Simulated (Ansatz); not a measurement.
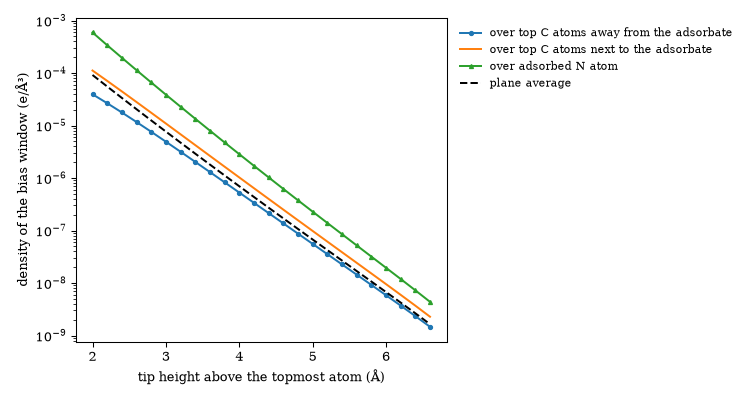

Approach curves over monolayer carbon (graphene) with one adsorbed N in a 3 × 3 cell at a sample bias of +1.50 V.

Images follow the Tersoff–Hamann model: the current is the local density of the sample's states between the Fermi level and the bias, at the tip's centre. Bias windows are sharp sums over the levels of the k mesh.

Level of theory: Ansatz 0.2.0, DFT PBE+D3(BJ), scalar-relativistic, plane waves, PAW. Cutoff 600 eV, 9 × 9 k-points, Gaussian smearing 0.05 eV, dipole correction. The adsorbates repeat every 7.4 Å and interact, so states at the Fermi level and the work function belong to this dense array. The adsorbate kept the symmetry of its starting site, so it may sit on a saddle point. Collinear spin, net moment 0.9 μB a cell; the stability of this spin state wasn't checked. The run couldn't confirm all of its levels under its output density. The run warns that the functional's potential is rough in the thin density of the vacuum, where the tip is; weak contrasts and barriers may feel it.

Estimate the decay constant and the apparent barrier, and compare with the vacuum level, which the run puts 5.33 eV above zero bias.

Answer. Near 4 Å the plane average falls as exp(−2.36 z/Å), a factor of 11 per ångström, which gives an apparent barrier of 5.3 eV (0.952 eV Å² times the slope squared). The upper edge of the window lies 3.83 eV under the vacuum level. The apparent barrier is above 3.83 eV. At 4 Å the 0.50 eV of states nearest the upper edge carry 82 % of the density.
